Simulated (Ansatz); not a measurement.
Consider this structure.

Space group P6_3/mmc (No. 194). a = 2.471 Å, b = 2.471 Å, c = 4.035 Å, α = 90.00°, β = 90.00°, γ = 120.00°
```
atom  site  symmetry       x       y       z
   C    4f       3m.  0.3333  0.6667  0.0625
```

### Interpret the file: composition, symmetry and coordination.

The element is carbon. It belongs to space group P6_3/mmc (No. 194) and has a primitive hexagonal lattice. Among the common structure types it is hexagonal diamond (lonsdaleite type). The cell holds four atoms. C is coordinated by four C in a tetrahedral arrangement at 1.51 Å. The bonds build a three-dimensional framework.

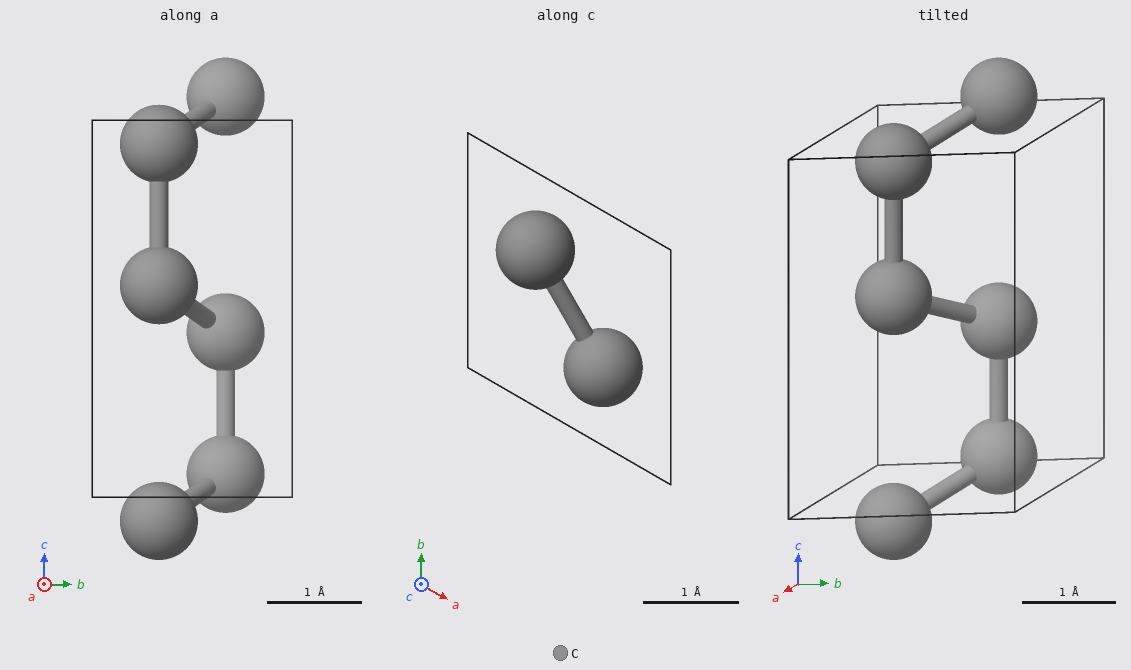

Drawn in the ball-and-stick manner and seen along the a axis, along the c axis and slightly off an axis. The box is the conventional unit cell; atoms on or close to its faces, edges and corners are drawn wherever they repeat. Colours: carbon grey.

Origin of the cell: an entry, possibly a prediction, of the Crystallography Open Database. The cell was then strained or its atoms displaced on purpose. It was run through Ansatz as a DFT input.

At this level of theory the cell isn't at rest (compressed, at 27 GPa), so its distances can differ from those at equilibrium, the more so the softer the solid.
